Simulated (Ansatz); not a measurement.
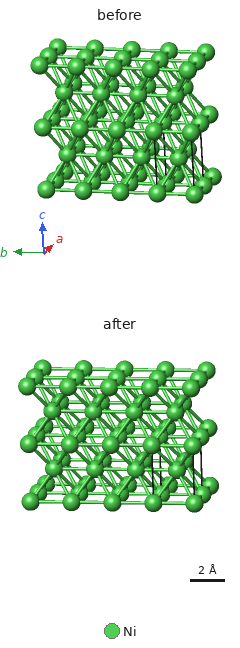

The structure of crystalline Ni (set up in P-1) before (top) and after (bottom) a relaxation, at one scale.

A ball-and-stick model of the cell of the calculation, repeated 2 × 4 × 2 with one cell outlined, seen from a free direction.

Case: cell sheared at random, sigma 0.06, atoms nudged by 0.01 Å; relaxed back.

Method: DFT PBE, scalar-relativistic, plane waves, PAW in Ansatz 0.2.0. Settings: plane-wave cutoff 420 eV; k-point mesh 14 × 14 × 10; occupations gaussian; smearing width 0.15 eV; collinear spin; cell and atoms relaxed; force threshold 0.01 eV/Å; at most 80 steps.

Summarise the run.

The largest moves relative to the cell, 0.007 Å, are those of Ni atoms. Cell: a 2.548 → 2.488 Å (−2.4 %), b 2.238 → 2.488 Å (+11.2 %), c 3.793 → 3.519 Å (−7.2 %), α 86.9° → 90.0°, β 90.2° → 90.0°, γ 93.4° → 90.0°. Volume +1.1 %. Some distances before and after: Ni–Ni 2.238 → 2.488 Å, Ni–Ni 2.638 → 2.488 Å, Ni–Ni 2.609 → 2.488 Å, Ni–Ni 2.563 → 2.488 Å. The space group (tolerance 0.01 Å) goes from P-1 (No. 2) to Fm-3m (No. 225). The energy falls by 0.338 eV per cell of the calculation in 6 accepted moves (8 points after the start). The largest force component goes from 0.076 to under 0.0001 eV/Å. Pressure: 7.87 GPa at the start and −0.01 GPa at the end. At 2 points the geometry stayed and the basis and grid were re-selected for the new cell (energy shift of 4.3 meV per cell of the calculation at most each time).
